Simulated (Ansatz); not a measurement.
# How the gap and the level of V_O in Al2O3 (R-3c) follow the exchange fraction, part 2 of 2

Question: how much does the share of exact exchange change the (+1/0) level of V_O in Al2O3 (R-3c), and what does each choice cost? Model: a cell of 80 host atoms with 1 O taken out.

Ansatz 0.2.0; plane-wave PAW DFT; relaxations with PBEsol, then single points with PBEsol and HSE06 form with several shares of exact exchange, on supercells at fixed charge in a uniform background.

So far: Starting point; Relaxing both charge states, PBEsol.

### 3. First setting: 0 (PBEsol)

Exact exchange opens the gap of the host. A level of a localised state need not follow either band edge, so its distance to each edge changes.

qp1_M1.a0/input.yaml

```yaml
crystal:
  checkpoint: "../qp1_M1.relax.run"
  host: checkpoint
total_charge: 1
basis:
  ecutwfc: 420
  xc_grid: 2
hamiltonian:
  xc: pbesol
  pseudopotentials: { kind: paw, azcp: { folder: soft_1 }, xc_functional: pbe }
kpoints:
  mp_grid: { grid: [1, 1, 1], shift: [0.25, 0.25, 0.25] }
magnetization:
  spin_polarized: true
  initial_magnetization: 1
  spin_locking: { lock_magnetization: hard }
scf:
  occupations: { method: fixed }
  max_iter: 100
output:
  forces: true
  charged_corrections:
    epsilon: [3.29, 3.29, 3.26]
    static_epsilon: [9.66, 9.66, 11.75]
    defect_position: [0.625, 0.277916, 0.472084]
  eigenvalues: true
  eigenstates: { localisation: true }
  efg: {}
checkpoint:
  read: "../qp1_M1.relax.run"
  write: "../qp1_M1.a0.run"
  compress: false
  write_wavefunctions: false
  write_every: 100000
```

The run is started by

```sh
> ansatz run input.yaml --threads 32 --pin off --max-ram 84787MiB --backend cuda --events-out ev --progress --plain --runs-dir out --max-vram 78GiB
```

Numbers of over 12 decimals in the logs are rounded to 6 here.

The program printed:

```text
[...]
crystal.checkpoint: the structure is that of <dir>, a `relax` run, at its step 5: its result, under pbesol at a charge of 1 e; 79 atoms read, 0 with a starting moment; crystal.structure_sha256 for this input is
[...]
device memory: the entry about to start is reckoned to put 6.2 GiB on a device that reports 161.8 GiB free (of which the cap on the GPU budget leaves the run 78.0 GiB)
GPU FFT provider: cuFFT
GPU libraries: cuBLAS 13.8.1, cuFFT 12.4.0, cuSOLVER 12.3.2
GPU matrix products: emulated (plane waves: as basis.precision tells), large ones in fixed point in workspaces of 1.00 GiB
Crystal: 79 atoms, lattice volume = 684.717 Å³
Basis set: ecut = 420 eV, 13355 PW (Γ), exchange–correlation on 144×144×144 points (8 copies of the dense FFT grid, shifted against one another)
Bands: 268, of which v1, the nominal top of the filled ones, is band 189 counted from 1 (188 counted from 0)
Symmetry: 1 space group operations
[...]
k-points: 1
[...]
Starting moments: Σ|m| = 1 μB on 79 of 79 sites; this step starts from the density that it was given
[...]
GPU buffer pool allocated for 373248 grid points (all kernels)
GPU transforms: local potential and band sums: pruned to the plane-wave sphere, on 72×72×72
[...]
SCF iter   1: F=—  HF=-43276.094409 eV  |Δ(HF+E_count)|=         —  Δρ=1.40e-6 (↑1.34e-6 ↓1.40e-6)  dr2=4.19e-8  dr2_m=3.28e-10  M=1.000 μB ∫|m|=1.030 μB  Hψ=1264
[...]
SCF iter   2: F=-43276.094409 eV  HF=-43276.094409 eV  |Δ(HF+E_count)|=   1.65e-9  Δρ=9.87e-7 (↑9.51e-7 ↓9.87e-7)  dr2=2.19e-8  dr2_m=2.08e-10  M=1.000 μB ∫|m|=1.030 μB  Hψ=1097
SCF 1 converged in 2 iterations: F = -43276.094409 eV  dr2 = 2.19e-8
[...]
SCF converged after 2 iterations
Magnetization: 1.0000 μB (189.0000 up, 188.0000 down)
Absolute magnetization: 1.0323 μB (∫|ρ↑−ρ↓|, with the PAW one-centre terms)
[...]
Per-site moments (μB) at R_I (Å): [(0.00018769, 0.761895), (0.019188, 0.760046), (0.00018925, 0.765738), [... 6 left out ...]
Free energy (F): -43276.094409 eV
[...]
Internal energy: -43276.094409 eV  (E = F + TS)
E sigma→0 (E₀):  -43276.094409 eV
Fermi energy:    9.804170 (↑ 9.804170, ↓ 7.324589) eV
[...]
--- Forces (eV/Å), atoms counted from 1 ---
  atom   1  Al    -0.00135868     0.00221144    -0.00405072
  atom   2  Al     0.00802332     0.00355598     0.00230457
  [... 4 atoms left out ...]
  [... 73 more lines of this table ...]
  max |Σ_I F_I| component: 2.89e-5 eV/Å
--- PAW observables at the nuclei: V_zz in 10²¹ V/m², potentials from the cell's mean, atoms counted from 1 ---
  [... 2 lines on atoms farther from the defect left out ...]
  atom   2  Al V_zz =    +2.284002   η = 0.2837   by run symmetry: allowed
            electrostatic potential = -1231.137093 V   contact ρ = 10082.571842 e/Å³   contact ρ_s (e/Å³): all electrons +0.947980, valence +0.970716
  [...]
F Makov-Payne    = n/a  (the rows are of the electrons' constant alone; ansatz place-levels tells what screens the charge)
[...]
--- Band table (eV) ---
[...]
```

It took 3.4 s on 1 × NVIDIA GB200 with 32 threads of Arm Neoverse V2, shared host; peak memory 1.5 GiB; 35 s of CPU time.

Both charges and the host at this setting go to place-levels, which corrects for the image charge and aligns the potentials.

levels.a0.yaml

```yaml
host:
  run: host.a0.run
states: [q0.a0.run, qp1_M1.a0.run]
geometry_from:
  q0.a0.run: q0.relax.run
  qp1_M1.a0.run: qp1_M1.relax.run
  host.a0.run: host.relax.run
chemical_potentials:
  O:
    energy: -558.291301
    dataset: <sha256 of the dataset>
```

The run is started by

```sh
> ansatz place-levels levels.a0.yaml -- --threads 32 --pin off --max-ram 84787MiB --backend cuda --max-vram 78GiB
```

The program printed:

```text
(+1/0) 2.740 eV above the valence edge, 3.296 eV under the conduction edge
formation energy of charge +1: +4.068 eV with the Fermi level at the valence edge
formation energy of charge 0: +6.808 eV with the Fermi level at the valence edge
  edges by pbesol, gap 6.036 eV; the host is sampled to repeats of 9.55 Å
  the defect's cells are sampled to repeats of 9.55 Å, like sampling
  charge +1: -43276.0009 eV with its correction of +0.094 eV, at epsilon [9.66, 9.66, 11.75], aligned at sites: -0.1353 eV, mean over 29 atomic sites at or beyond 4.77 Å from the defect at [0.6250, 0.2779, 0.4721], with +0.000000 for the charge's moments and [...]
  charge 0: +0.000 eV for its dipole among its images, +0.002 omitted
  of states[1] (qp1_M1.a0.run): how wide its charge is, is not read beside other atoms or cores, and a band state would take no correction. [...]
```

It took 0.14 s on 32 threads.

At this setting the gap is 6.036 eV and (+1/0) lies 2.740 eV above the valence top.

### 4. The other settings

From the second setting on only the share changes; the first is PBEsol, whose semilocal part differs from that of the hybrids. The next input; the others follow the same pattern (0.2, 0.25, 0.3 and 0.4):

qp1_M1.a10/input.yaml, as its differences from qp1_M1.a0/input.yaml of step 3:

```diff
@@ -8,4 +8,4 @@
 hamiltonian:
-  xc: pbesol
-  pseudopotentials: { kind: paw, azcp: { folder: soft_1 }, xc_functional: pbe }
+  xc: { preset: hse06, exx: 0.1 }
+  pseudopotentials: { kind: paw, azcp: { folder: soft_1 } }
 kpoints:
@@ -30,3 +30,3 @@
   read: "../qp1_M1.relax.run"
-  write: "../qp1_M1.a0.run"
+  write: "../qp1_M1.a10.run"
   compress: false
```

### 5. Result against cost

Times of the states on 1 × NVIDIA GB200 with 32 threads of Arm Neoverse V2, shared host; the host is run again at each setting:

```
share of exact exchange  gap (eV)  (+1/0) above the valence top (eV)  under the conduction bottom (eV)  time, both charge states  time, host and placing  peak memory of a state (GiB)
           0 (PBEsol) *     6.036                              2.740                             3.296                       5 s                   2.8 s                           1.5
                    0.1     6.874                              3.238                             3.636                      25 s                 1.8 min                           2.0
                    0.2     7.623                              3.751                             3.872                      25 s                   2 min                           2.0
                   0.25     8.002                              4.010                             3.992                      25 s                    76 s                           2.0
                    0.3     8.385                              4.271                             4.114                      19 s                    73 s                           2.1
                    0.4     9.158                              4.797                             4.361                      21 s                    73 s                           2.1
```

* started from the relaxation's converged state in the same settings, so its time is no fair cost.

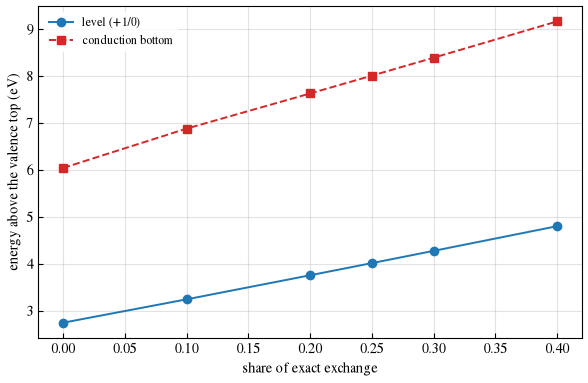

The level against the share of exact exchange.

### 6. Results

- (plus 1/0) level, 0 (PBEsol): 2.74 eV
- (plus 1/0) level, 0.1: 3.24 eV
- (plus 1/0) level, 0.2: 3.75 eV
- (plus 1/0) level, 0.25: 4.01 eV
- (plus 1/0) level, 0.3: 4.27 eV
- (plus 1/0) level, 0.4: 4.80 eV
- slope of the gap among the hybrids: 0.76 eV per 0.1 of exact exchange

In words: From a share of 0 (PBEsol) to 0.4 the gap opens from 6.04 to 9.16 eV and (+1/0) moves from 2.74 to 4.80 eV above the valence top. Among the hybrids, by fitted slopes, the level takes 68 % of the gap's opening, between the two edges, as a localised state does. The atoms were held at the semilocal structure, so a distortion that exact exchange would bring is missing. The program warns that hybrid band edges depend on the exchange mesh, which was not varied here; the gaps and slopes may carry that error. Only the charges 0 and +1 were run, each from one start, so (+1/0) need not be a change between stable states. Limits: one k-point off the zone centre stands for the whole zone; the structures are those of PBEsol; force components of up to 0.29 eV/Å remain in a run at the final settings.

[Logs are printed without paths, hosts, clocks, repeated set-up lines and the standing remarks that a program may print on its own settings, such as how far it seeks lower states.]

[Hosts, paths, dates, database ids (printed as entryN), source tags and the programs' standing remarks are cut or masked in the printed files.]

[Where a table of states has a column of steps, it counts the stored structures, which are thinned; the runs took as many ionic steps or more.]

[For some hosts the program warned that the k-mesh of the response run may be too coarse for force constants and the static dielectric constant; such warnings are not shown here.]
